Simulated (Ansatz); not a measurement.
## A series of single points on TiSi₂

System: TiSi₂ (6 atoms in the cell).
Method: DFT PBEsol, scalar-relativistic, plane waves, PAW, no spin polarisation (Ansatz 0.2.0).

The 6 runs differ only in the geometry, by a shift of atoms along one path in a fixed cell. The shift s is measured from run 4: Si3 moves along the Cartesian direction (0.44, 0.00, 0.90), and Ti1, Ti2, Si4, Si5 and Si6 with it in fixed proportion. The structure derives from an entry of the Crystallography Open Database.

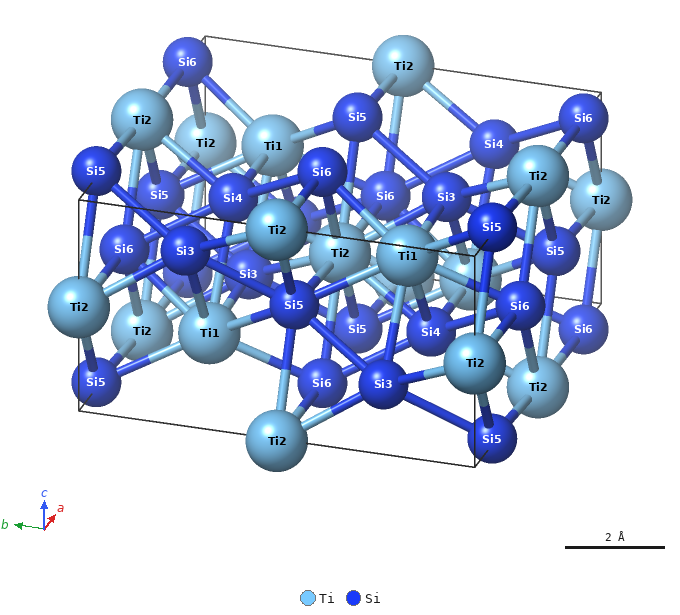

Figure 1. The structure of run 4 (ball-and-stick view of the cell 4 times as large as that of the calculation, set on its symmetry axes, seen at an oblique angle; atoms are numbered from 1 in the order of the input). An atom can appear more than once, as a periodic image.

### Input of run 4
```yaml
crystal:
  lattice:
    - [0.0, 4.0910612953, 4.2480470636]
    - [2.3808780418, 0.0, 4.2480470636]
    - [2.3808780418, 4.0910612953, 0.0]
  atoms:
    - { symbol: Ti, position: [0.7580664476, 0.7419335524, 0.7419335524] }
    - { symbol: Ti, position: [0.5080664476, 0.4919335524, 0.4919335524] }
    - { symbol: Si, position: [0.0872354831, 0.4286495031, 0.0850986417] }
    - { symbol: Si, position: [0.3990163721, 0.0850986417, 0.4286495031] }
    - { symbol: Si, position: [0.1649013583, 0.8509836279, 0.1627645169] }
    - { symbol: Si, position: [0.8213504969, 0.1627645169, 0.8509836279] }
basis:
  ecutwfc: 420
kpoints:
  mp_grid: { grid: [14, 14, 14] }
hamiltonian:
  xc: pbesol
scf:
  occupations: { method: gaussian, width: 0.15 }
output:
  forces: true
  stress: true
  eigenvalues: true
```

Command:
```bash
ansatz run input.yaml --threads 2 --pin off --max-ram 5120MiB --backend cpu --events-out ev --progress --plain --runs-dir out
```

Run 2 differs from it as follows:
```diff
-    - { symbol: Ti, position: [0.7580664476, 0.7419335524, 0.7419335524] }
-    - { symbol: Ti, position: [0.5080664476, 0.4919335524, 0.4919335524] }
-    - { symbol: Si, position: [0.0872354831, 0.4286495031, 0.0850986417] }
-    - { symbol: Si, position: [0.3990163721, 0.0850986417, 0.4286495031] }
-    - { symbol: Si, position: [0.1649013583, 0.8509836279, 0.1627645169] }
-    - { symbol: Si, position: [0.8213504969, 0.1627645169, 0.8509836279] }
+    - { symbol: Ti, position: [0.7338671047, 0.7661328953, 0.7661328953] }
+    - { symbol: Ti, position: [0.4838671047, 0.5161328953, 0.5161328953] }
+    - { symbol: Si, position: [0.0840302211, 0.3841998065, 0.0883039037] }
+    - { symbol: Si, position: [0.4434660687, 0.0883039037, 0.3841998065] }
+    - { symbol: Si, position: [0.1616960963, 0.8065339313, 0.1659697789] }
+    - { symbol: Si, position: [0.8658001935, 0.1659697789, 0.8065339313] }
```

### Results, with one run withheld

| run | shift s of Si3 (Å) | free energy per atom, from the lowest run given (meV) | pressure (GPa) | force along the path (eV/Å) |
| --- | --- | --- | --- | --- |
| 1 | −0.3750 | 134.90 | 3.40 | 5.495 |
| 2 | −0.2250 | ? | ? | ? |
| 3 | −0.0375 | 0.00 | 0.05 | −0.677 |
| 4 | 0.0000 | 6.35 | 0.21 | −1.356 |
| 5 | 0.1125 | 51.12 | 1.33 | −3.427 |
| 6 | 0.1875 | 102.66 | 2.61 | −4.817 |

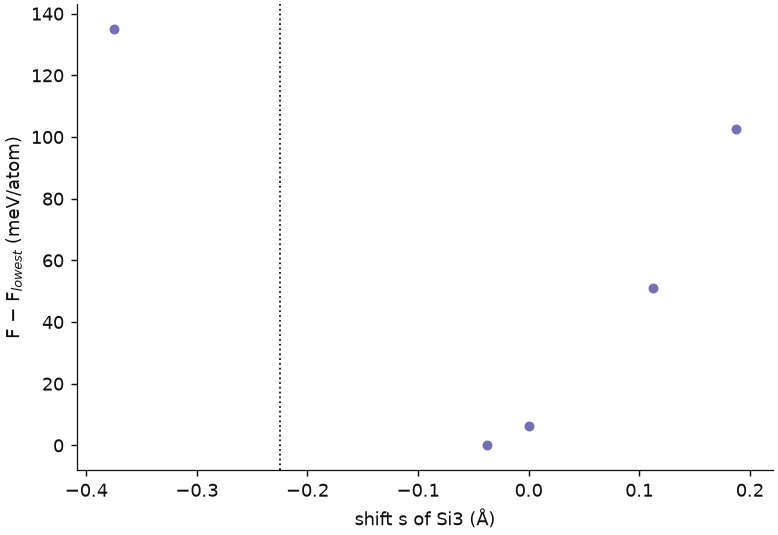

Figure 2. Free energy per atom of the runs given; the dotted line marks run 2.

Estimate the energy of run 2 from the others.

A cubic polynomial in the coordinate, fitted to the 5 runs given, misses them by at most 0.02 meV per atom. With x = s + 0.0225, it reads F = 2.0249 + 156.93 x + 1527.1 x² + 35.661 x³ (meV per atom). At run 2 it gives 32.57 meV per atom, and the run itself gives 31.87. The slope of the fit gives a force −dF/ds of 2.743 eV/Å along the path (summed over the atoms that move), and the printed forces give 2.732 eV/Å. The fit has its minimum at s = −0.0740 Å. The fit misses that run by 0.70 meV per atom.

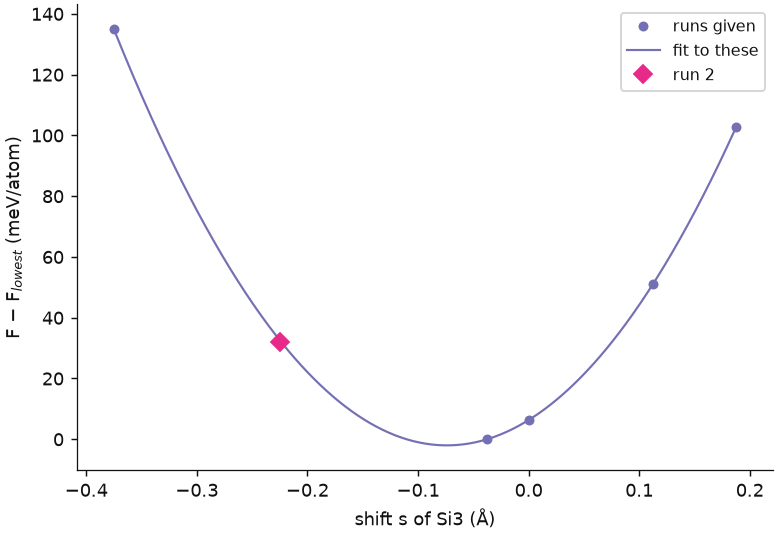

Figure 3. The fit and the withheld run.

### Output, shortened to warnings, some set-up lines, iterations and results (run 2)
```
Basis set: ecut = 420 eV, 1601 PW (Γ), exchange–correlation on 80×72×64 points (8 copies of the dense FFT grid, shifted against one another)
Symmetry: 4 space group operations
k-points: 428 of 2744 (time reversal used)
Initial density: superposition of atomic densities (neutral atoms: chi_scale 0, normalization atom), corrected by the library's trained network
[...]
SCF iter   1: F=—  HF=-7437.603482 eV  |F-HF|=—  |Δ(HF+E_count)|=         —  Δρ=4.29e-3  dr2=1.91e-2  ethr=1.77e-3  ⟨swp⟩=5.9  Hψ=54743  notcnv=0
SCF iter   2: F=—  HF=-7437.600174 eV  |F-HF|=—  |Δ(HF+E_count)|=   3.31e-3  Δρ=2.54e-3  dr2=6.74e-3  ethr=4.77e-5  ⟨swp⟩=1.0  Hψ=14553  notcnv=0
SCF iter   3: F=—  HF=-7437.598527 eV  |F-HF|=—  |Δ(HF+E_count)|=   1.65e-3  Δρ=2.35e-4  dr2=5.33e-5  ethr=1.69e-5  ⟨swp⟩=2.0  Hψ=15141  notcnv=0
SCF iter   4: F=—  HF=-7437.598522 eV  |F-HF|=—  |Δ(HF+E_count)|=   4.53e-6  Δρ=8.64e-5  dr2=6.95e-6  ethr=1.33e-7  ⟨swp⟩=2.0  Hψ=15905  notcnv=0
SCF iter   5: F=—  HF=-7437.598521 eV  |F-HF|=—  |Δ(HF+E_count)|=   1.23e-6  Δρ=2.39e-5  dr2=3.08e-7  ethr=1.74e-8  ⟨swp⟩=3.0  Hψ=19608  notcnv=0
SCF iter   6: F=-7437.598521 eV  HF=-7437.598521 eV  |F-HF|=3.51e-9  |Δ(HF+E_count)|=   4.15e-8  Δρ=3.69e-6  dr2=9.38e-9  ethr=2.50e-10  ⟨swp⟩=8.5  Hψ=48204  notcnv=0
SCF 1 converged in 6 iterations: F = -7437.598521 eV  dr2 = 9.38e-9
SCF converged after 6 iterations
Free energy (F): -7437.598521 eV
Harris-Foulkes:  -7437.598521 eV  (|F-HF|=3.51e-9)
Internal energy: -7437.573311 eV  (E = F + TS)
E sigma→0 (E₀):  -7437.585916 eV
Entropy (-TS):   -0.025210 eV (-4.202 meV/atom)
Fermi energy:    12.746286 eV
--- Per-component energies (eV) ---
  E_band       = -206.052182
  E_kinetic    = 721.899094
  E_local      = -2014.746641  (includes V_loc(G=0)·N_el)
  E_nonlocal   = 120.442107
  E_hartree    = 880.295614
  E_xc         = -421.522289
  E_vxc        = -442.693767  (∫ρ·V_xc dr)
  E_paw        = -4040.837758  (= ΣΔE_a)
  E_vpaw       = -351.543882  (= ΣTr[D̂ρ^β])
  E_aug_tail   = 0.000263  (compensation charges beyond the density's cutoff)
  E_ewald      = -2683.508712
  E_core_change = 0.405011  (= ΣΔE_core)
  E_smearing   = -0.025210  (= −TS)
  E_closure    = -0.000000  (closes the sum)
  Σ components = -7437.598521   (vs F -7437.598521, Δ=0.00e0)
--- Forces (eV/Å), atoms counted from 1 ---
  atom   1  Ti    -0.50159594    -0.00000000     0.00000000
  atom   2  Ti    -0.50159594     0.00000000     0.00000000
  atom   3  Si     0.25079126    -0.11105936     0.49460602
  atom   4  Si     0.25079126     0.11105936    -0.49460602
  atom   5  Si     0.25079126     0.11105936     0.49460602
  atom   6  Si     0.25079126    -0.11105936    -0.49460602
  max |Σ_I F_I| component: 2.69e-5 eV/Å
--- Stress (GPa, compression-positive) ---
        2.034995       0.000000      -0.000000
        0.000000      -0.145771       0.000000
       -0.000000       0.000000       0.670349
  P = ⅓ Tr σ = 0.8532 GPa (8.532 kbar)
```
